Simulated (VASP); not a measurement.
# GaP: optical spectrum, part 3 of 3

What does the band structure of GaP give for its optical response? The cell is of the zinc-blende type, one of the forms listed for this formula. The start is a cell from a database of measured crystal structures.

VASP 6.6.1, plane waves and PAW; the level of theory is named at each step.

So far, gap on the k-mesh (eV): step 2 (ground state) 1.59; step 3 (spectrum) 1.60; step 4 (static response with local fields) 1.60. Also mean electronic dielectric tensor with local fields: step 4 10.5.

### 5. Spectrum at r2SCAN

This step: r2SCAN; plane waves and PAW (Ga_d, P) (VASP 6.6.1).

The spectrum is made again with r2SCAN.

The input, INCAR:

```
SYSTEM = GaP
PREC = Accurate
ENCUT = 400
EDIFF = 1E-07
NELM = 100
ISMEAR = 0
SIGMA = 0.05
LREAL = .FALSE.
ALGO = Normal
METAGGA = R2SCAN
LASPH = .TRUE.
NBANDS = 28
LWAVE = .FALSE.
LCHARG = .FALSE.
KPAR = 4
LOPTICS = .TRUE.
NEDOS = 2000
CSHIFT = 0.2
```

The input, POSCAR:

```
GaP
1.0
    0.0000000000      2.7252500000      2.7252500000
    2.7252500000      0.0000000000      2.7252500000
    2.7252500000      2.7252500000      0.0000000000
Ga P
1 1
Direct
    0.0000000000      0.0000000000      0.0000000000
    0.7500000000      0.7500000000      0.7500000000
```

The input, KPOINTS:

```
Automatic mesh
0
Gamma
11 11 11
0 0 0
```

Potentials, in the order of the species: Ga_d and P (PBE family, release 64).

The run is started by

```sh
$ mpirun -np 4 vasp_std
```

Log:

```text
[banner, memory and clock lines left out]
running    4 mpi-ranks, on    1 nodes
 distrk:  each k-point on    1 cores,    4 groups
 distr:  one band on    1 cores,    1 groups

 POSCAR found type information on POSCAR GaP
 POSCAR found :  2 types and       2 ions
|                                                                             |
|               ----> ADVICE to this user running VASP <----                  |
|                                                                             |
|     You enforced a specific xc type in the INCAR file but a different       |
|     [... a line on the potential file left out ...]
|     I HOPE YOU KNOW WHAT YOU ARE DOING!                                     |
|                                                                             |

 LDA part: xc-table for (None), standard interpolation
 POSCAR, INCAR and KPOINTS ok, starting setup
 FFT: planning ... GRIDC
 FFT: planning ... GRID_SOFT
 FFT: planning ... GRID
 WAVECAR not read
 entering main loop
       N       E                     dE             d eps       ncg     rms          rms(c)
DAV:   1     0.905114404633E+02    0.90511E+02   -0.66344E+03  3916   0.818E+02
DAV:   2    -0.123687410758E+02   -0.10288E+03   -0.92763E+02  3444   0.256E+02
DAV:   3    -0.235415026998E+02   -0.11173E+02   -0.11033E+02  3832   0.530E+01
DAV:   4    -0.237399461848E+02   -0.19844E+00   -0.19832E+00  3680   0.743E+00
DAV:   5    -0.237414916190E+02   -0.15454E-02   -0.15453E-02  3792   0.660E-01    0.482E+00
DAV:   6    -0.214670629046E+02    0.22744E+01   -0.32533E-01  3436   0.819E+00    0.315E+00
DAV:   7    -0.214581962620E+02    0.88666E-02   -0.13883E-01  3576   0.219E+00    0.162E+00
DAV:   8    -0.214624751883E+02   -0.42789E-02   -0.73973E-03  3732   0.426E-01    0.598E-01
DAV:   9    -0.214626367645E+02   -0.16158E-03   -0.11015E-03  3696   0.257E-01    0.602E-02
DAV:  10    -0.214626329178E+02    0.38467E-05   -0.10445E-04  3544   0.462E-02    0.381E-02
DAV:  11    -0.214626256891E+02    0.72287E-05   -0.10521E-05  3536   0.148E-02    0.877E-03
DAV:  12    -0.214626267420E+02   -0.10529E-05   -0.86094E-07  3964   0.647E-03    0.167E-03
DAV:  13    -0.214626286827E+02   -0.19407E-05   -0.87317E-08  3412   0.145E-03    0.792E-04
DAV:  14    -0.214626293595E+02   -0.67688E-06   -0.41985E-09  2128   0.424E-04    0.440E-04
DAV:  15    -0.214626293410E+02    0.18569E-07   -0.72264E-10  1968   0.215E-04
   1 F= -.21462629E+02 E0= -.21462629E+02  d E =-.399335E-12
 optical routines
 imaginary and real dielectric function
 direction            1
 direction            2
 direction            3
```

The job ended after 43 s (4 MPI ranks of AMD EPYC 9R45, shared host; peak memory 0.77 GiB; 2.8 min of CPU time).

From OUTCAR (step 5):

```text
   NELECT =      18.0000    total number of electrons

 E-fermi :   4.6780

 k-point     1 :       0.0000    0.0000    0.0000
  band No.  band energies     occupation
    ...
      5     -10.4120      2.00000
      6      -8.5608      2.00000
      7       4.4607      2.00000
      8       4.4607      2.00000
      9       4.4607      2.00000
     10       6.8049      0.00000
     11       8.6520      0.00000
     12       8.6522      0.00000
     13       8.6522      0.00000
     14      13.9240      0.00000
    ...

  Total       -0.0582719     -0.0582719     -0.0582719     -0.0000000      0.0000000      0.0000000
  in kB       -2.3063264     -2.3063264     -2.3063264     -0.0000000      0.0000000      0.0000000
  external PRESSURE =      -2.3063264 kB  Pullay stress =       0.0000000 kB

 POSITION                                       TOTAL-FORCE (eV/Angst)
 -----------------------------------------------------------------------------------
      0.00000      0.00000      0.00000        -0.000000     -0.000000     -0.000000
      4.08788      4.08788      4.08788         0.000000      0.000000      0.000000
 -----------------------------------------------------------------------------------
    total drift:                                0.000003      0.000003      0.000003

  FREE ENERGIE OF THE ION-ELECTRON SYSTEM (eV)
  ---------------------------------------------------
  free  energy   TOTEN  =       -21.4626293410 eV

  energy  without entropy=      -21.4626293410  energy(sigma->0) =      -21.46262934

 plasma frequency squared (from intraband transitions) (eV^2)
  --------------------------------------------------------------------------------------
       0.000      -0.000       0.000
       0.000       0.000      -0.000
       0.000       0.000       0.000

[... 8 parts as in an earlier step ...]

[... 8 further parts left out ...]
```

The PAW data sets were made with PBE, which is usual practice but a small mismatch for other functionals.

This step gave:

```
free energy (TOTEN)            : -21.46 eV
Fermi energy                   : 4.678 eV
pressure                       : -0.2306 GPa
gap on the k-mesh              : 1.867 eV
least direct gap on the k-mesh : 2.344 eV
```

The imaginary dielectric function, xx has structure finer than the step of the table below, so its rows give means over 1 eV, whole bins alone (the curve runs from 0 to 25.0 eV). Peaks (eV: height): 4.8: 24.7, 5.6: 17.1.

Absorption under the direct gap is the tail of the CSHIFT broadening, and fine structure depends on the mesh. Table of imaginary dielectric function, xx by photon energy; means over each step:

```tsv
photon energy (eV)	imaginary dielectric function, xx
1	0.195
2	0.808
3	5.33
4	12.3
5	18.2
6	12.7
7	6.00
8	3.81
9	2.52
10	1.89
11	1.29
12	0.831
13	0.624
14	0.471
15	0.331
16	0.289
17	0.228
18	0.242
19	0.233
20	0.220
21	0.201
22	0.154
23	0.127
24	0.121
```

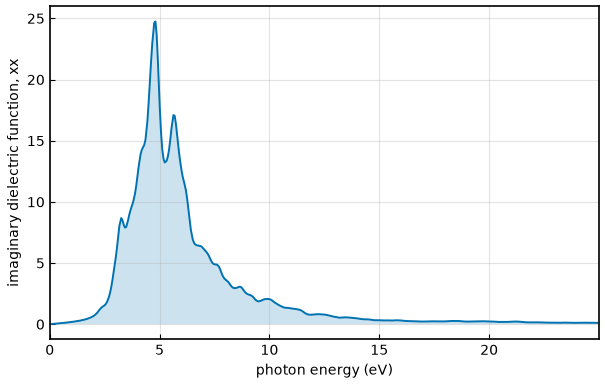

Imaginary dielectric function, xx against photon energy.

Real dielectric function, xx against photon energy:

```tsv
photon energy (eV)	real dielectric function, xx
0.0	9.59
2.5	13.5
5.0	-3.11
7.5	-4.00
10.0	-2.10
12.5	-1.07
15.0	-0.357
17.5	0.0857
20.0	0.273
22.5	0.400
```

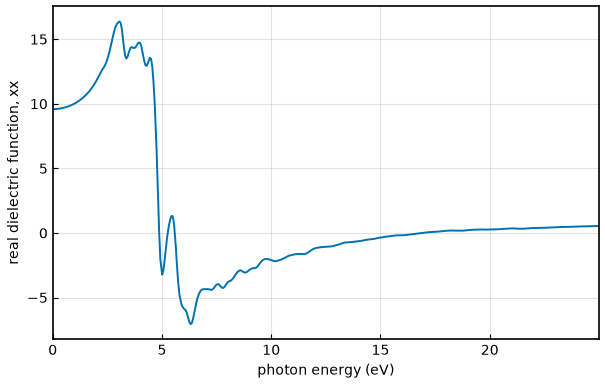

Real dielectric function, xx against photon energy.

### 6. What came out

```json
{
 "PBE, independent particles": "eps xx at zero frequency 11.0, centre of weight of eps2 xx, over the range kept, at 5.68 eV, mesh 11×11×11",
 "r2SCAN, independent particles": "eps xx at zero frequency 9.59, centre of weight of eps2 xx, over the range kept, at 6.18 eV, mesh 11×11×11",
 "PBE, with local fields": "eps 10.5, 10.5, 10.5"
}
```

Local fields, and the bands above those summed, take the mean static value from 11.0 to 10.5. Excitons and quasiparticle shifts are absent, so the onset can't be set against measurement and its shape can differ. Spin-orbit coupling is left out; with Ga in the cell it can split or shift band edges, by an amount that depends on which atoms form them and isn't tested here.

[Lines on the potential files, build, host, timing and source positions are cut from VASP's logs without a mark.]

[Logs are printed without paths, hosts, clocks, repeated set-up lines and the standing remarks that a program may print on its own settings, such as how far it seeks lower states.]

[Hosts, paths, dates, database ids (printed as entryN), source tags and the programs' standing remarks are cut or masked in the printed files.]
